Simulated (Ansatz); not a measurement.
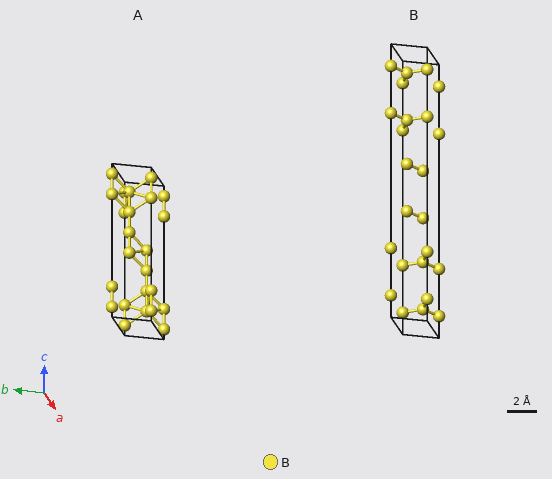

Two geometries of solid B (a generated structure, set up in R-3m) (coarse preliminary run), drawn at one scale. One is the start of a relaxation, the other its converged end. Style: ball-and-stick. Shown: the conventional cell (3 times the calculation's cell), from a free direction. Lengths and directions refer to the drawn axes.

The calculation used Ansatz 0.2.0, DFT LDA, scalar-relativistic, plane waves, PAW. Set-up: plane-wave cutoff 420 eV; k-point mesh 12 × 12 × 12; occupations gaussian; smearing width 0.1 eV; no spin polarisation; cell and atoms relaxed; force threshold 0.05 eV/Å; at most 60 steps.

Which one is relaxed?

Answer. Structure A is the relaxed one. Case: C → B on all its sites, cell and atoms relaxed. The largest moves relative to the cell, 0.68 Å, are those of B atoms. Cell: a = b 2.599 → 2.810 Å (+8.2 %), c 22.030 → 12.365 Å (−43.9 %). Volume −34.3 %. Some distances before and after: B–B 4.089 → 1.799 Å, B–B 3.804 → 1.628 Å, B–B 3.539 → 1.643 Å, B–B 1.500 → 1.832 Å. New bonds form: B–B (3.54 → 1.64 Å), B–B (3.80 → 1.63 Å), B–B (4.09 → 1.80 Å). Among the angles between lasting bonds that change: B–B–B 120.0° → 100.2°. The space group stays R-3m (No. 166). The energy falls by 7.030 eV per cell of the calculation in 18 accepted moves (20 points after the start). The largest force component goes from 0.033 to 0.012 eV/Å. The pressure goes from 48.17 to 0.12 GPa. The line search rejected the trial step at point 17 of the run. At 1 point the geometry stayed and the basis and grid were re-selected for the new cell (energy shift of 7.4 meV per cell of the calculation at most each time). Cost: 3.7 min on 1 thread of Arm Neoverse N1, on a shared host, peak memory 0.36 GiB.
